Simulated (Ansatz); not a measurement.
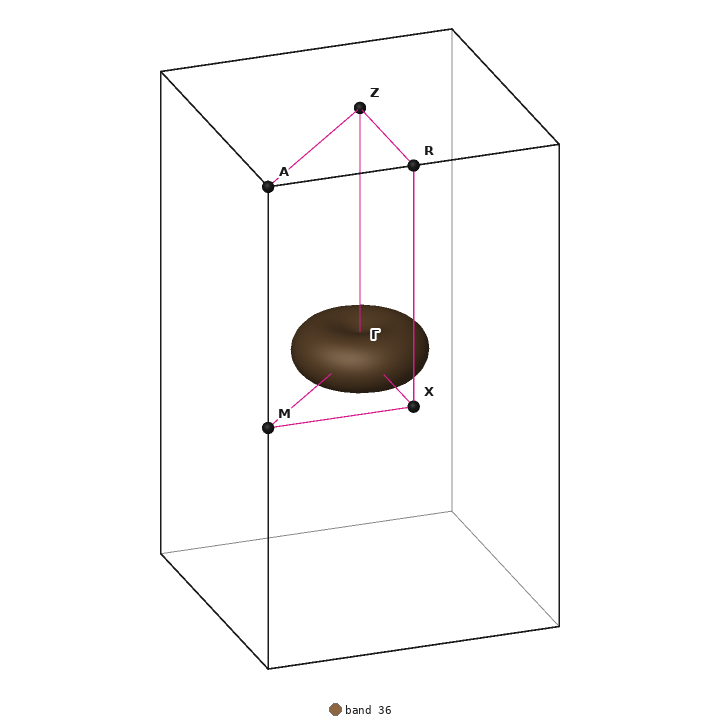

Constant-energy surfaces of ZnO (P4_2/mnm), 0.10 eV below the valence-band maximum (one colour a band).

Method: Ansatz, DFT PBE, scalar-relativistic, plane waves, PAW; levels and slopes on a dense k mesh at the converged density. No spin polarisation. Mesh 20×20×34, interpolated with the band slopes. Cell and positions as given, without relaxation (residual pressure 5 GPa). The cell comes from a database of computed structures, not from a measurement.

Masses come from a second pass at points close to the extrema; at the energies drawn a band may no longer be parabolic.

**Where are the valleys, how many are there, and what are their masses?**

Band 36 forms the valence edge. Within this energy: one maximum at Γ, principal masses 0.16, 2.44 and 2.44 mₑ.

**And the gap?**

The gap is direct, 0.81 eV at this level of theory (semilocal functionals give gaps that are too small, and can reorder valleys that lie close).
